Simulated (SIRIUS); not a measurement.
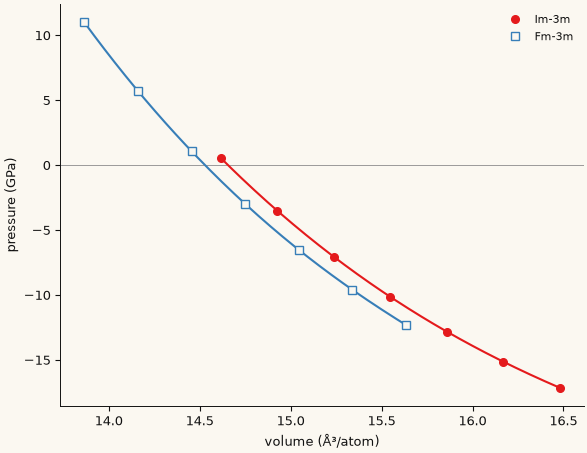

How it was computed, with SIRIUS 7.10.0: plane-wave DFT, no spin polarisation; energies at scaled volumes of the given cell, shape and fractions fixed, counted from the fit's minimum, third-order Birch-Murnaghan fit. Level: PBEsol.

- k mesh: 12×12×12
- occupations: Fermi–Dirac
- smearing width: 0.05 eV
- potentials: dojo sr pbesol 0.4.1 standard
- wave cutoff: 1127 eV
- density cutoff: 4507 eV

Caption: Pressure against volume, with one curve for each structure, for Pd.

The fitted equilibrium volumes, smallest first, are Fm-3m 14.531, Im-3m 14.657 Å³/atom. The fitted bulk moduli, smallest first, are Im-3m 201.7, Fm-3m 206.2 GPa. For Im-3m, the pressure falls from 0.58 GPa at volume 14.61 Å³/atom to −17.14 GPa at 16.48 Å³/atom, and changes sign near 14.66 Å³/atom. For Fm-3m, the pressure falls from 11.01 GPa at volume 13.865 Å³/atom to −12.31 GPa at 15.635 Å³/atom, and changes sign near 14.53 Å³/atom.

Note: the fit and the printed pressures don't fully agree, or the minimum lies near the end of the range (Im-3m).
